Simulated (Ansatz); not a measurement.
Cell and atoms:

```cif
data_structure
_symmetry_space_group_name_H-M 'P 1'
_symmetry_Int_Tables_number 1
_cell_length_a 4.2817
_cell_length_b 4.3943
_cell_length_c 4.2817
_cell_angle_alpha 90.000
_cell_angle_beta 90.000
_cell_angle_gamma 90.000
_cell_volume 80.56
loop_
_atom_site_label
_atom_site_type_symbol
_atom_site_fract_x
_atom_site_fract_y
_atom_site_fract_z
_atom_site_occupancy
N1 N 0.25000 0.25000 0.25000 1
Ga1 Ga 0.00000 0.00000 0.00000 1
N2 N 0.75000 0.25000 0.75000 1
N3 N 0.75000 0.75000 0.25000 1
N4 N 0.25000 0.75000 0.75000 1
Ga2 Ga 0.50000 0.00000 0.50000 1
Ga3 Ga 0.50000 0.50000 0.00000 1
Ga4 Ga 0.00000 0.50000 0.50000 1
```

Interpret the file: composition, symmetry and coordination.

Answer. The solid is GaN. Strictly the space group is I-4m2 (No. 119, within 0.01 Å). It is a distorted form of a face-centred cubic structure, space group F-43m (No. 216) within 0.25 Å: zinc blende (sphalerite type). Counting shared atoms by their share gives 4 Ga, 4 N, or 8 atoms. The polyhedra are GaN4 tetrahedra; they share corners. N is surrounded by four Ga in a tetrahedral arrangement at 1.87 Å. About every Ga there are four N in a tetrahedral arrangement at 1.87 Å. The bonds build a three-dimensional framework.

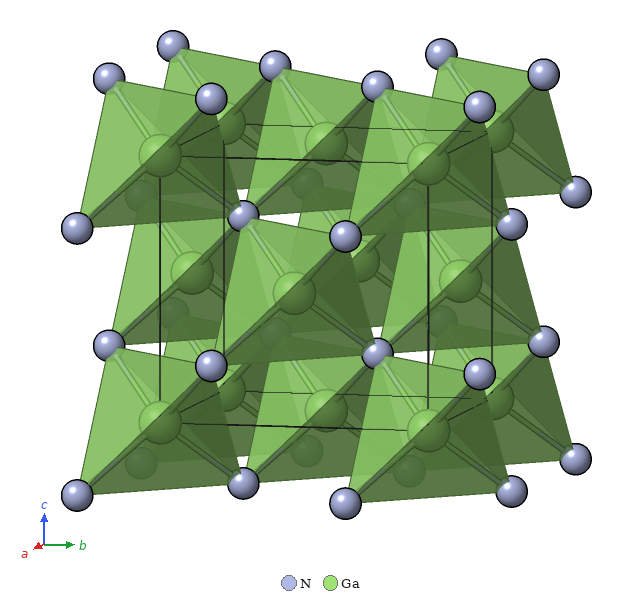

Drawn in the polyhedral manner and seen slightly off an axis. Thin lines show the drawn cell (a repeat of the simulation cell), with boundary atoms drawn in all their periodic places. A few atoms beyond the faces are included. Colours: gallium green, nitrogen light blue.

The starting point was a structure listed in the Materials Project. The cell was then strained or its atoms displaced on purpose. A calculation with Ansatz used it as input.

At this level of theory the run's own cell isn't at rest (compressed, at 38 GPa), so its distances can differ from those at equilibrium, the more so the softer the solid.
